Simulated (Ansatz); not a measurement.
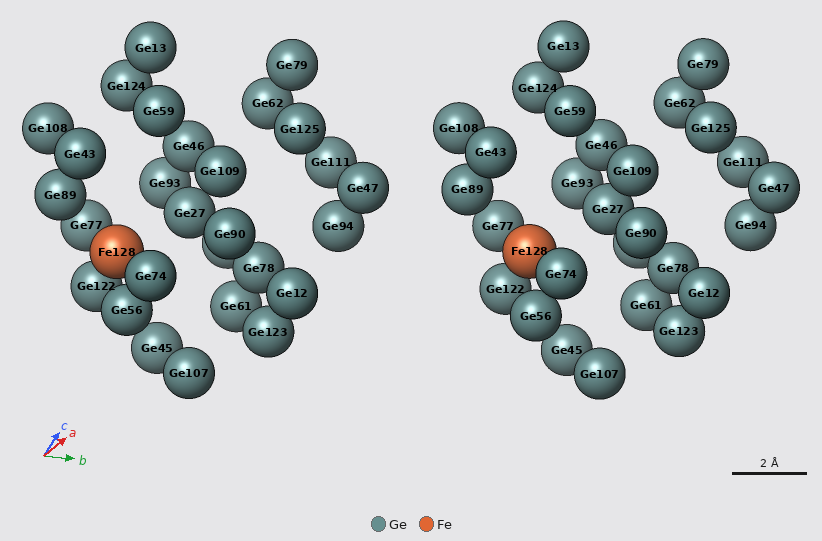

Two geometries of a defect cell of composition Ge$_{127}$Fe, drawn at one scale. One is the start of a relaxation, the other its converged end. A spheres-only model of the atoms within 5.0 Å of the atom that moves most (axes of the cell of the calculation (origin shifted)), seen from a free direction.

All numbers below come from Ansatz, DFT, PBEsol, PAW, plane waves. (plane-wave cutoff 420 eV; k-point mesh 1 × 1 × 1; mesh shifted by (0.25, 0.25, 0.25); collinear spin; atoms relaxed in a fixed cell; force threshold 0.03 eV/Å; at most 80 steps)

Which one is relaxed?

Answer. The left one is the relaxed one. The largest move is that of a Ge atom, 0.23 Å along [−1 −1 −1]. By element the largest moves are Ge 0.23 Å, Fe 0.05 Å. The lattice vectors keep their values. Some distances before and after: Fe–Ge 2.491 → 2.278 Å, Fe–Ge 2.471 → 2.278 Å, Ge–Ge 2.416 → 2.490 Å, Ge–Ge 2.444 → 2.505 Å. Bond angles that change, for instance: Ge–Ge–Ge 109.3° → 104.5°, Ge–Ge–Ge 109.8° → 114.6°, Ge–Ge–Fe 109.6° → 114.1°. After 6 geometry steps the energy has fallen by 1.454 eV per cell of the calculation. Largest force component: 1.2 eV/Å at the start, 0.029 eV/Å at the end. The program noted that the starting moments weren't kept. Cost: 100 s on 1 × NVIDIA GB300 Max-Q with 8 threads of Arm Neoverse-V2, peak memory 3.3 GiB.
